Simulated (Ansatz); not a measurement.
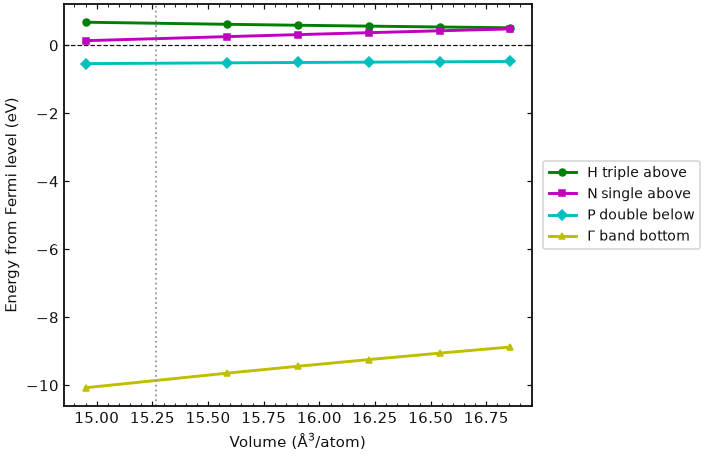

Levels at named k points against volume, from the Fermi level of each run. Each is named by its point, its degeneracy (spin aside) and its side of the Fermi level at the middle volume, where it is the nearest level on that side; the band bottom is the lowest valence level above the core-like shells. One run is left out (dotted line).

System: bcc Pt, space group Im-3m (No. 229), 1 atom in the primitive cell. The cell is scaled at fixed shape and fractional positions; at the middle volume, cubic a = 3.168 Å. Method: LDA, all-electron LAPW, no spin polarisation, no spin-orbit coupling, 12×12×12 k mesh, Fermi-Dirac smearing of 0.05 eV (Ansatz 0.2.0).

| volume | H triple above (eV) | N single above (eV) | P double below (eV) | Γ band bottom (eV) |
| --- | --- | --- | --- | --- |
| 14.95 Å³/atom | 0.68 | 0.14 | −0.54 | −10.07 |
| 15.59 Å³/atom | 0.62 | 0.26 | −0.52 | −9.64 |
| 15.90 Å³/atom | 0.59 | 0.32 | −0.50 | −9.44 |
| 16.22 Å³/atom | 0.56 | 0.37 | −0.49 | −9.24 |
| 16.54 Å³/atom | 0.54 | 0.43 | −0.48 | −9.05 |
| 16.86 Å³/atom | 0.52 | 0.48 | −0.47 | −8.87 |

> Estimate the levels at 15.27 Å³/atom.

Fits against the logarithm of the volume give +0.65 eV for H triple above, +0.20 eV for N single above, −0.53 eV for P double below and −9.85 eV for Γ band bottom. The run gives +0.65, +0.20, −0.53 and −9.85 eV; the largest miss is under 0.01 eV.

> How does the occupied bandwidth scale with volume?

The Fermi level lies 10.07 eV above the band bottom at the smallest volume and 8.87 eV at the largest, a power law of about V^−1.06.

Spin-orbit coupling is left out, which matters for Pt. This isn't the form of Pt at room conditions, which is fcc. The Fermi level is that of this mesh and smearing. The pressure runs from −1 to −26 GPa along the series.
